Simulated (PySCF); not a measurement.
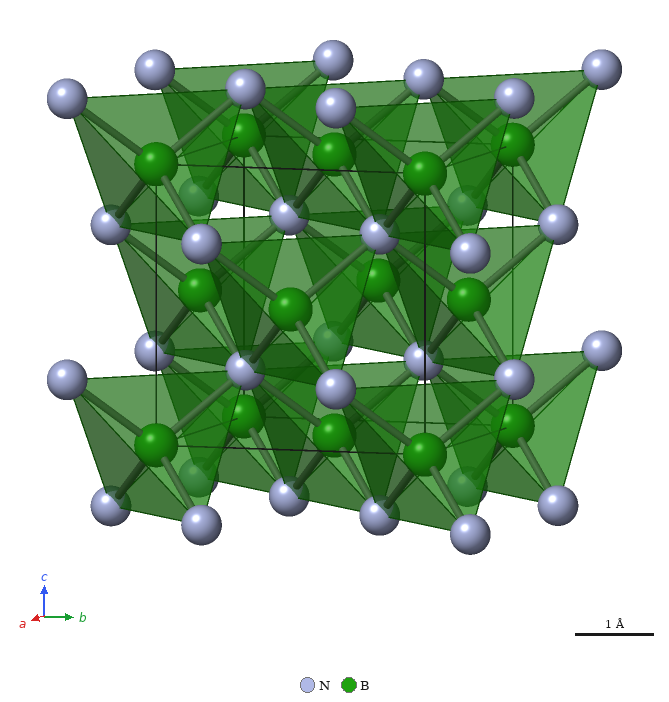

Figure 1. The structure as given in the input (polyhedral view of the cell 4 times as large as that of the calculation, set on its symmetry axes, seen slightly off an axis; polyhedra are completed across the faces of the cell). An atom can appear more than once, as a periodic image.

## BN: ccsd calculation

- system: BN (2 atoms in the cell)
- method: Hartree-Fock of a periodic cell in Gaussian orbitals, HF, DZVP-MOLOPT-SR/GTH-PBE, CCSD, no spin polarisation (PySCF 2.14.0)

The structure derives from a Materials Project entry.

## Input
```python
import json
import numpy as np
from pyscf.pbc import gto, scf, dft, df
from pyscf.pbc.tools import pyscf_ase
from ase.io import read

atoms = read('BN.xyz')
cell = pyscf_ase.cell_from_ase(atoms)
cell.basis = {'B': 'DZVP-MOLOPT-SR-GTH-q3', 'N': 'DZVP-MOLOPT-SR-GTH-q5'}
cell.pseudo = {'B': 'GTH-PBE-q3', 'N': 'GTH-PBE-q5'}
cell.ke_cutoff = 220  # hartree
cell.exp_to_discard = 0.02
cell.precision = 1e-08
cell.max_memory = 5040  # MB
cell.verbose = 4
cell.build()

res = {}
kpts = cell.make_kpts([2, 2, 2])
mf = scf.KRHF(cell, kpts, exxdiv='ewald')
mf = mf.density_fit()
mf.with_df._cderi = 'cderi.h5'  # three-centre integrals saved by an earlier run on this cell, basis and mesh
mf.conv_tol = 1e-08
mf.max_cycle = 60

mf.kernel()
res.update(converged=bool(mf.converged), e_tot=mf.e_tot, nelec=cell.nelectron, nao=cell.nao, mesh=list(map(int, cell.mesh)), a=cell.lattice_vectors().tolist(), coords=cell.atom_coords().tolist(),
           mo_energy=[np.real(x).tolist() for x in mf.mo_energy], mo_occ=[np.real(x).tolist() for x in mf.mo_occ])
import h5py
print('fit functions by k pair:', sorted({v['0'].shape[0] for v in h5py.File(mf.with_df._cderi)['j3c'].values()}))
res.update(kpts=cell.get_scaled_kpts(kpts).tolist())
res['parts'] = {k: float(np.real(v)) for k, v in mf.scf_summary.items() if np.isscalar(v)}
json.dump(res, open('results.json', 'w'))
if not mf.converged:
    raise SystemExit('SCF not converged')

print('levels (eV)')
for i, kp in enumerate(res['kpts'][:40]):
    print('k %7.4f %7.4f %7.4f  ' % tuple(kp), ' '.join('%.3f' % (x * 27.211386) for x in res['mo_energy'][i][:9]))

# Mulliken populations
dm, s = np.asarray(mf.make_rdm1()), np.asarray(mf.get_ovlp())
sites = cell.aoslice_by_atom()[:, 2:]
tot = np.einsum('kij,kji->i', dm, s).real / len(kpts)
res['mulliken'] = [cell.atom_charge(i) - tot[a0:a1].sum() for i, (a0, a1) in enumerate(sites)]
print('Mulliken charges', np.round(res['mulliken'], 5))

from pyscf.pbc import cc
mycc = cc.KRCCSD(mf)
mycc.max_cycle = 50
mycc.conv_tol = 1e-6
mycc.keep_exxdiv = False
eris = mycc.ao2mo()
mycc.kernel(eris=eris)
res.update(e_corr=mycc.e_corr, e_mp2=float(np.real(mycc.emp2)), post_converged=bool(mycc.converged))
json.dump(res, open('results.json', 'w'))
res['done'] = True
json.dump(res, open('results.json', 'w'))
```

## File BN.xyz
```
2
Lattice="0.0000000000 1.8130010000 1.8130010000 1.8130010000 0.0000000000 1.8130010000 1.8130010000 1.8130010000 0.0000000000" Properties=species:S:1:pos:R:3 pbc="T T T"
N      0.9065005000      0.9065005000      0.9065005000
B      0.0000000000      0.0000000000      0.0000000000
```

Launch command:
```bash
OMP_NUM_THREADS=4 python -u run.py > log
```

## What the program printed
```
Discarded 0 diffused primitive functions, 0 contracted functions

PySCF version 2.14.0

[INPUT] verbose = 4
[INPUT] num. atoms = 2
[INPUT] num. electrons = 8
[INPUT] charge = 0
[INPUT] spin (= nelec alpha-beta = 2S) = 0
[INPUT] symmetry False subgroup None
[INPUT] Mole.unit = angstrom
[INPUT] Symbol           X                Y                Z      unit          X                Y                Z       unit  Magmom
[INPUT]  1 N      0.906500500000   0.906500500000   0.906500500000 AA    1.713037676781   1.713037676781   1.713037676781 Bohr   0.0
[INPUT]  2 B      0.000000000000   0.000000000000   0.000000000000 AA    0.000000000000   0.000000000000   0.000000000000 Bohr   0.0

nuclear repulsion = -13.1304314011656
number of shells = 6
number of NR pGTOs = 81
number of NR cGTOs = 26
basis = {'B': 'DZVP-MOLOPT-SR-GTH-q3', 'N': 'DZVP-MOLOPT-SR-GTH-q5'}
ecp = {}
lattice vectors  a1 [0.000000000, 3.426075354, 3.426075354]
                 a2 [3.426075354, 0.000000000, 3.426075354]
                 a3 [3.426075354, 3.426075354, 0.000000000]
dimension = 3
low_dim_ft_type = None
Cell volume = 80.4305
exp_to_discard = 0.02
rcut = 24.39067680222056 (nimgs = [7 7 7])
precision = 1e-08
pseudo = {'B': 'GTH-PBE-q3', 'N': 'GTH-PBE-q5'}
ke_cutoff = 220
    = [35 35 35] mesh (42875 PWs)

******** <class 'pyscf.pbc.scf.khf.KRHF'> ********
method = KRHF
initial guess = minao
damping factor = 0
level_shift factor = 0
DIIS = <class 'pyscf.scf.diis.CDIIS'>
diis_start_cycle = 1
diis_space = 8
diis_damp = 0
SCF conv_tol = 1e-08
SCF conv_tol_grad = None
SCF max_cycles = 60
direct_scf = True
direct_scf_tol = 1e-13

******** PBC SCF flags ********
N kpts = 8
Exchange divergence treatment (exxdiv) = ewald
    madelung (= occupied orbital energy shift) = 0.3345564239667311
    Total energy shift due to Ewald probe charge = -1/2 * Nelec*madelung = -1.33822569587
DF object = <pyscf.pbc.df.df.GDF object>
Set gradient conv threshold to 0.0001

******** <class 'pyscf.pbc.df.rsdf_builder._RSNucBuilder'> ********
mesh = [9 9 9] (729 PWs)
ke_cutoff = 13.453209543922794
omega = 0.4629879168922588
exclude_d_aux = False
exclude_dd_block = True
j2c_eig_always = False
has_long_range = True
init E= -13.1502359134043
  HOMO = 0.453343458262  LUMO = 0.732117742075  gap/eV = 7.58583
cycle= 1 E= -12.4691680097124  delta_E= 0.681  |g|= 0.937  |ddm|= 7.51
  HOMO = 0.266078082007  LUMO = 0.802288277827  gap/eV = 14.59102
cycle= 2 E= -12.4971891774468  delta_E= -0.028  |g|= 0.317  |ddm|= 1.91
  HOMO = 0.232289233478  LUMO = 0.804489657615  gap/eV = 15.57037
cycle= 3 E= -12.5000873000012  delta_E= -0.0029  |g|= 0.0748  |ddm|= 0.622
  HOMO = 0.235824968608  LUMO = 0.806140640303  gap/eV = 15.51908
cycle= 4 E= -12.5004152188865  delta_E= -0.000328  |g|= 0.0123  |ddm|= 0.255
  HOMO = 0.235590492301  LUMO = 0.806110138901  gap/eV = 15.52463
cycle= 5 E= -12.5004290007909  delta_E= -1.38e-05  |g|= 0.00161  |ddm|= 0.0797
  HOMO = 0.235465401292  LUMO = 0.806141522388  gap/eV = 15.52889
cycle= 6 E= -12.5004293027391  delta_E= -3.02e-07  |g|= 0.000191  |ddm|= 0.012
  HOMO = 0.235489153437  LUMO = 0.80614461634  gap/eV = 15.52833
cycle= 7 E= -12.500429305583  delta_E= -2.84e-09  |g|= 2.33e-05  |ddm|= 0.000799
  HOMO = 0.235484818929  LUMO = 0.806145200044  gap/eV = 15.52846
Extra cycle  E= -12.5004293056183  delta_E= -3.52e-11  |g|= 8.87e-06  |ddm|= 7.04e-05
converged SCF energy = -12.5004293056183
fit functions by k pair: [246, 252, 253]
levels (eV)
k  0.0000  0.0000  0.0000   -19.730 6.408 6.408 6.408 27.248 27.248 27.248 30.491 49.396
k -0.0000 -0.0000  0.5000   -14.491 -6.338 4.118 4.118 28.669 29.464 29.464 37.187 46.369
k  0.0000  0.5000 -0.0000   -14.491 -6.338 4.118 4.118 28.669 29.464 29.464 37.187 46.369
k  0.0000  0.5000  0.5000   -12.703 -4.520 0.615 0.615 21.936 27.271 38.846 38.846 43.381
k  0.5000  0.0000  0.0000   -14.491 -6.338 4.118 4.118 28.669 29.464 29.464 37.187 46.369
k  0.5000  0.0000  0.5000   -12.703 -4.520 0.615 0.615 21.936 27.271 38.846 38.846 43.381
k  0.5000  0.5000  0.0000   -12.703 -4.520 0.615 0.615 21.936 27.271 38.846 38.846 43.381
k  0.5000  0.5000  0.5000   -14.491 -6.338 4.118 4.118 28.669 29.464 29.464 37.187 46.369
Mulliken charges [-0.57268  0.57268]

******** <class 'pyscf.pbc.df.rsdf_builder._RSNucBuilder'> ********
mesh = [9 9 9] (729 PWs)
ke_cutoff = 13.453209543922794
omega = 0.4629879168922588
exclude_d_aux = False
exclude_dd_block = True
j2c_eig_always = False
has_long_range = True
using HDF5 ERI storage

******** <class 'pyscf.pbc.cc.kccsd_rhf.RCCSD'> ********
CC2 = 0
CCSD nocc = 4, nmo = 26
max_cycle = 50
direct = 1
conv_tol = 1e-06
conv_tol_normt = 1e-05
diis_space = 6
diis_start_cycle = 0
diis_start_energy_diff = 1e+09
Init t2, MP2 energy (with fock eigenvalue shift) = -0.232817640671136
Init E_corr(RCCSD) = -0.232817640671136
cycle = 1  E_corr(RCCSD) = -0.23468259184287  dE = -0.00186495117  norm(t1,t2) = 0.105411
cycle = 2  E_corr(RCCSD) = -0.239935192913986  dE = -0.00525260107  norm(t1,t2) = 0.0357196
cycle = 3  E_corr(RCCSD) = -0.240917733032356  dE = -0.000982540118  norm(t1,t2) = 0.0140337
cycle = 4  E_corr(RCCSD) = -0.241365339900407  dE = -0.000447606868  norm(t1,t2) = 0.00387433
cycle = 5  E_corr(RCCSD) = -0.241343593437935  dE = 2.17464625e-05  norm(t1,t2) = 0.000978496
cycle = 6  E_corr(RCCSD) = -0.241334770829866  dE = 8.82260807e-06  norm(t1,t2) = 0.000249644
cycle = 7  E_corr(RCCSD) = -0.241338025998217  dE = -3.25516835e-06  norm(t1,t2) = 0.000100909
cycle = 8  E_corr(RCCSD) = -0.241338042000136  dE = -1.60019191e-08  norm(t1,t2) = 3.43558e-05
cycle = 9  E_corr(RCCSD) = -0.241337752342462  dE = 2.89657674e-07  norm(t1,t2) = 1.18641e-05
cycle = 10  E_corr(RCCSD) = -0.241337699893729  dE = 5.24487332e-08  norm(t1,t2) = 3.76496e-06
```

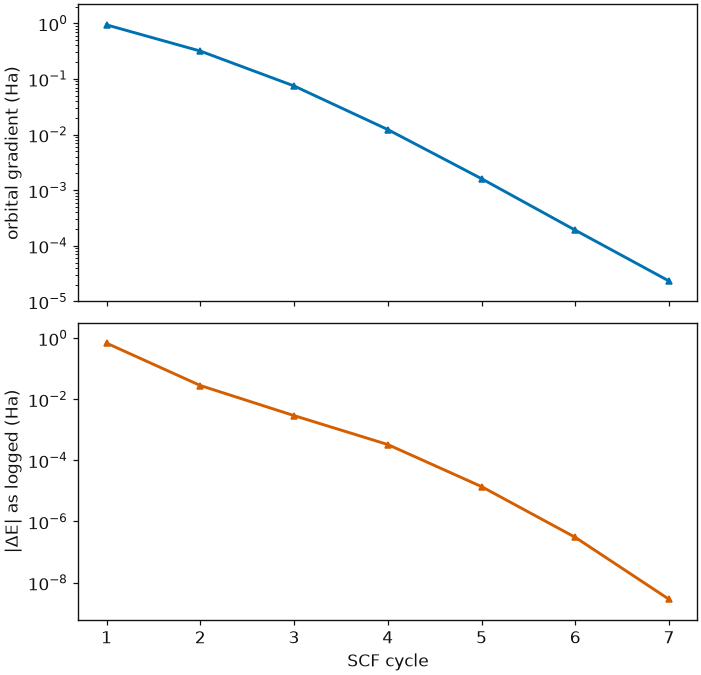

Figure 2. Convergence of the self-consistent field: orbital gradient and size of the energy change against the SCF cycle. The residual falls at every step.

```
RCCSD converged
E(RCCSD) = -12.74176700551201  E_corr = -0.2413376998937292
```

## Results in brief

| quantity | value |
| --- | --- |
| outcome | converged |
| space group (tolerance 0.01 Å) | F-43m (216) |
| electrons treated | 8 |
| free energy | −340.1540 eV |
| total energy | −340.1540 eV |
| CCSD correlation | −6.5671 eV |
| Fermi energy | 6.408 eV |
| gap on the k-point mesh | 15.53 eV |
| hardware | 4 threads of Arm Neoverse V1, 24 GiB of memory available, shared host |
| wall time | 5.2 min (CPU time 13 min) |
| peak memory | 1.3 GiB |

Points of doubt noted for this run: coarse mesh; mesh coarse for exact exchange; small mesh and basis. So coarse a mesh can miss the band edges, so the true gap of this method can be much smaller, or zero. The k-point mesh is coarse for a cell of this size, so the results may not be converged.
